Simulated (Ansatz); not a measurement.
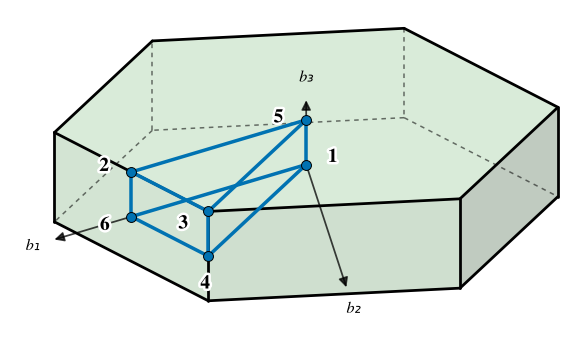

Crystal: Te₂Mo, the geometry relaxed with Ansatz, DFT, PBE-D4, plane waves, PAW. The first Brillouin zone of a primitive hexagonal lattice (hP; extended symbol hP2) is drawn with its special points numbered. Symmetry computed with spglib at a tolerance of 0.002 Å; standard conventional cell.

a = 3.502 Å, b = 3.502 Å, c = 13.732 Å, α = 90.00°, β = 90.00°, γ = 120.00°.

Labels and path follow the convention of Hinuma et al. (2017), as computed by seekpath; the arrows show the directions of the reciprocal primitive vectors b₁, b₂, b₃, in which coordinates are given.

### Which special point is each number?

| no. | label | coordinates |
| --- | --- | --- |
| 1 | Γ | (0, 0, 0) |
| 2 | L | (1/2, 0, 1/2) |
| 3 | H | (1/3, 1/3, 1/2) |
| 4 | K | (1/3, 1/3, 0) |
| 5 | A | (0, 0, 1/2) |
| 6 | M | (1/2, 0, 0) |
